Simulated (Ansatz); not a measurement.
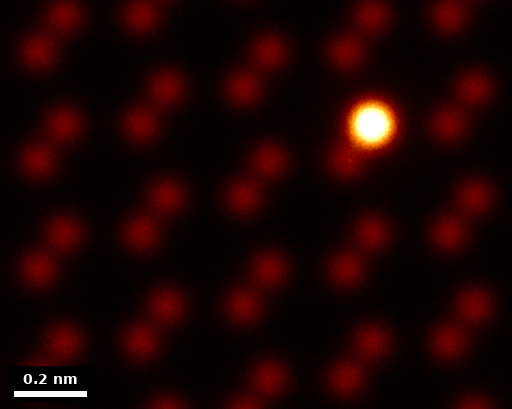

Z-contrast image of Co (Fd-3m, No. 227) along [110]. The image is simulated as a sum over atoms of Z^1.8, blurred by a 0.89 Å probe (no channelling). The probe carries 25 % of its weight in a tail 2.5 times as wide. Shot noise was added.

The sample is 1 repeat (3.5 Å) thick. One point defect was put into the perfect crystal, without relaxing the atoms around it. Brightness is counted from the darkest point of the image. Host structure: the geometry relaxed with DFT, PBE, plane waves (420 eV) with PAW, scalar-relativistic (Ansatz); the starting structure was generated, so it need not be a known form of this composition.

> Where is the defect (in Å from the left and the top edge), and what does its contrast suggest?

At about 10 Å from the left and 3 Å from the top. The column is brighter, which points to a heavier atom. The column holds 1 atom (Co) through the sample, and one Co atom is replaced by Ir, so its peak rises to about 665 % of that of its equals.
